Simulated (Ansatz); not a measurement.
**BN: densities and their changes**

Space group F-43m. The cell comes from a database of computed structures, not from a measurement.

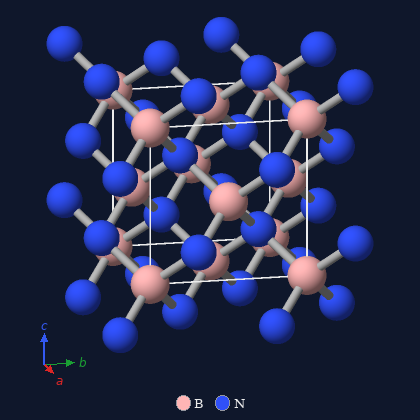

The conventional cell.

The calculation's input:

```
crystal:
  lattice:
    - [0.0, 1.813001, 1.813001]
    - [1.813001, 0.0, 1.813001]
    - [1.813001, 1.813001, 0.0]
  atoms:
    - { symbol: B, position: [0.0, 0.0, 0.0] }
    - { symbol: "N", position: [0.75, 0.75, 0.75] }
basis:
  ecutwfc: 420
  fft_grid_basis: typed
kpoints:
  mp_grid: { grid: [14, 14, 14] }
hamiltonian:
  xc: pbe
scf:
  occupations: { method: gaussian, width: 0.05 }
output:
  forces: true
  stress: true
  eigenvalues: true
  bader: true
  write_density: true
  volumetric_format: npy
  elf: true
```

Launched as:

```sh
ansatz run input.yaml --threads 2 --pin off --max-ram 5120MiB --backend cpu --events-out ev --progress --plain --runs-dir out
```

The picture shows the conventional cell (a = 3.63 Å, b = 3.63 Å, c = 3.63 Å, α = 90.00°, β = 90.00°, γ = 90.00°).

These are results of DFT PBE, scalar-relativistic, plane waves, PAW in Ansatz 0.2.0, not measurements.

Core electrons are frozen (PAW), so the maps are meaningful between the atoms, not at the nuclei.

### 1. Bonding charge

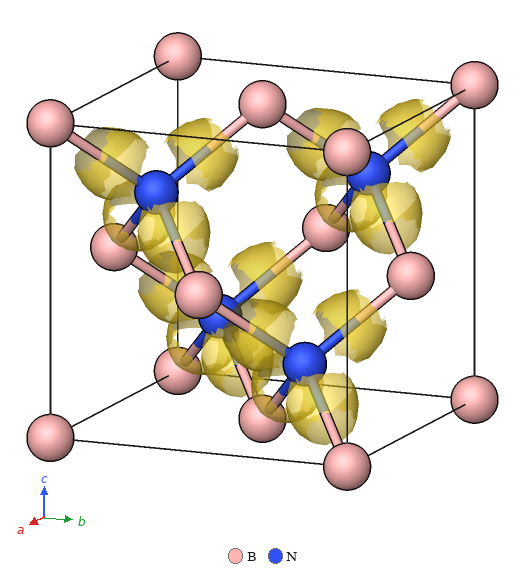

Deformation density (self-consistent density less superposed neutral spherical atoms): yellow surfaces at +0.15, none at −0.15 e/Å³, in the conventional cell seen slightly off an axis (the regions close to the nuclei are left out). Cores are masked to 0.7 Å (B) and 0.6 Å (N).

Read the map: where is density gained and where lost?

B–N (1.57 Å): Δρ is +0.39 e/Å³ at the midpoint, with a peak of 0.43 e/Å³ 0.6 Å from N: bond charge of a polar bond.
Over the whole cell, outside the masked cores, the largest gain lies at the edge of the masked core of N, and the largest loss, 0.13 e/Å³, lies 0.9 Å from a boron nucleus and 1.5 Å from a nitrogen one.
In all about 0.25 e an atom is rearranged against the free atoms.
Bader charges: B +2.16 and N −2.16 e.

### 2. Moving an atom

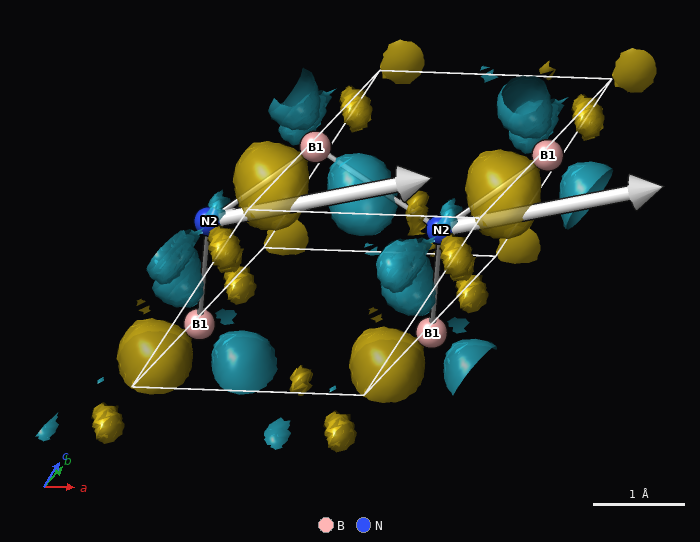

N2 was moved by 0.15 Å roughly along [2 0 1] in the axes of the cell drawn (arrow, not to scale). Change of the density less the rigid motion of the neutral atom's own density: yellow surfaces at +0.06 and cyan ones at −0.06 e/Å³, in the cell of the calculation (origin moved) seen at an oblique angle.

Describe the electronic response.

About 0.15 e is rearranged in the cell. Outside the cores the largest gain, 0.21 e/Å³, lies 0.7 Å from a nitrogen nucleus and 0.8 Å from a boron one, and the largest loss, 0.16 e/Å³, lies 0.8 Å from a boron nucleus and 0.9 Å from a nitrogen one.

How much does the computed force on the atom change?

The force on it changes by 4.02 eV/Å along the move, against it: a stiffness of about 27 eV/Å² for this sublattice shift.

### 3. Change of volume

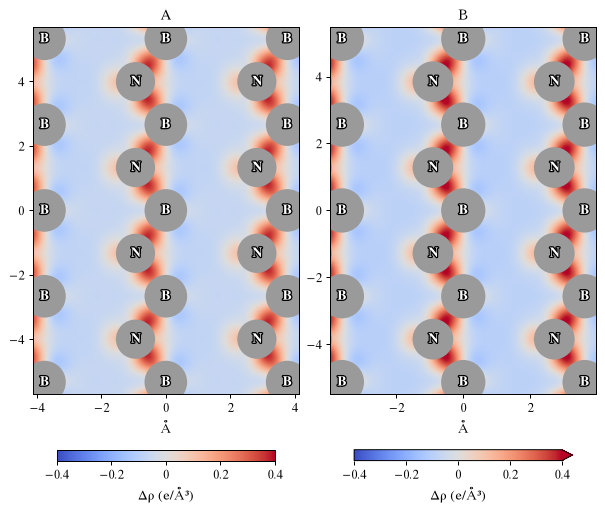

BN: deformation density on the (011) plane of the conventional cell at two volumes, with the same fractional coordinates and one colour scale. Grey discs cover the cores.

Which panel is the larger cell, by how much, and what changes?

A is the larger cell: A has 112 % of the volume of B. The pressure is 0 GPa in B and −34 GPa in A. Bader charges in B: B +2.16 and N −2.16 e; in A: B +2.10 and N −2.10 e. The rearranged charge is 0.25 e an atom in B and 0.24 e in A.

### 4. Putting it together

Charge passes from B (Pauling electronegativity 2.04) to N (3.04), the direction that the scale predicts; the Bader charges fall short of whole formal charges, as they usually do. The two pressures give a mean stiffness −ΔP/Δln V of about 300 GPa over this range, with the atoms held at their fractional positions.

Run times: 9 s (base cell), 16 s (moved atom) and 9.4 s (scaled cell), on 2 threads of Intel(R) Xeon(R) 6975P-C (Granite Rapids) (shared host).
